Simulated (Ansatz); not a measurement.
Gd (slab)

```xyz
5
Lattice="3.6516 0.0000 0.0000 -1.8258 3.1624 0.0000 0.0000 0.0000 26.7057" Properties=species:S:1:pos:R:3 pbc="T T T"
Gd    0.0000    2.1082    7.5000
Gd    1.8258    1.0541   10.4264
Gd    0.0000    2.1082   13.3528
Gd    1.8258    1.0541   16.2793
Gd    0.0000    2.1082   19.2057
```

Hubbard U of 6 eV on Gd f only; spin-polarised.

These are results of Ansatz 0.2.0, DFT PBE+U, scalar-relativistic, plane waves, PAW, not measurements.

**What will maps of the valence pseudo-density, electron localisation function and spin density show?**

Gd–Gd (3.65 Å): ρ at the midpoint is about 0.1 e/Å³; the ELF is about 0.20 at the midpoint: no localised pair shows between them.
The spin density sits on Gd: +7.6 μB (×2) and +7.5 μB (×3) in one cell of 5 atoms: parallel main moments (a ferromagnetic arrangement) in this solution. The cell of the calculation (5 atoms) carries 39.6 μB of net spin moment.

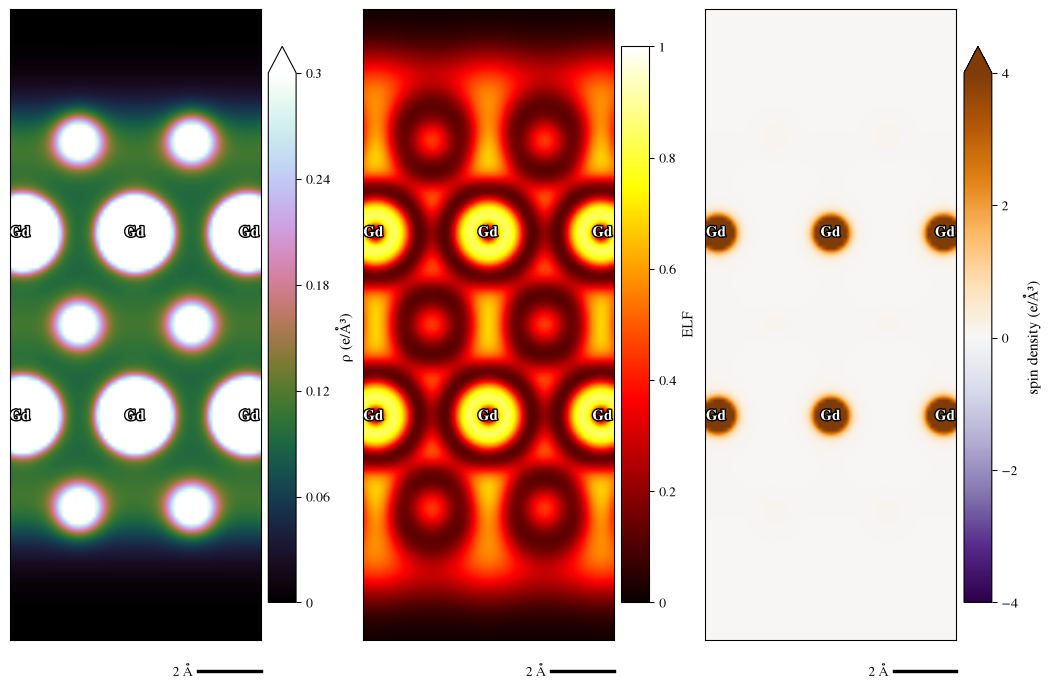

Computed valence pseudo-density, electron localisation function and spin density on the (100) plane of the calculation cell, a cut from vacuum to vacuum, in this order. 

In a PAW calculation such maps are meaningful between the atoms, not at the nuclei.
